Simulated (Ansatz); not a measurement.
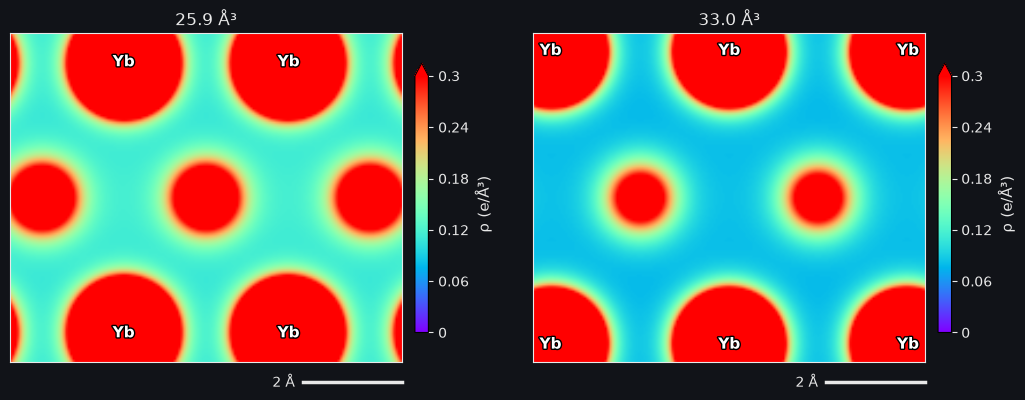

Yb. The valence electron density of cells scaled evenly to different volumes (given per atom above each panel), on the (100) plane of each (indices in the axes of the cell below), at one length scale and on one colour scale.

A generated structure, not necessarily the stable one; computed without spin polarisation; no Hubbard U on the f states and no spin–orbit coupling.

Level of theory: DFT, LDA (PW92), plane waves (420 eV) with PAW, scalar-relativistic in Ansatz 0.2.0.

The largest cell:

```
Yb
1.0
    -1.98670    2.41288    1.76946
     2.41288   -1.98670    1.76946
     4.11551    4.11551   -0.98891
Yb
2
Direct
  0.04149 0.95851 0.00000
  0.70851 0.29149 0.50000
```

| volume (Å³/atom) | Yb–Yb contact in the plane (Å) | ρ at its midpoint (e/Å³) | pressure (GPa) | 
| --- | --- | --- | --- |
| 25.90 | 3.314 | 0.121 | 4.1 | 
| 29.43 | 3.458 | ? | ? | 
| 32.97 | 3.592 | 0.087 | −2.3 | 

### Estimate the missing row, and compare with the calculation.

Over the known rows ln ρ falls by 1.19 per Å of Yb–Yb distance (the line through the two), which gives 0.102 e/Å³ at 3.458 Å; the calculation gives 0.101 e/Å³. For the pressure, a straight line in volume between the neighbouring rows gives 0.9 GPa; the calculation gives 0.0, lower because pressure rises ever faster on compression.
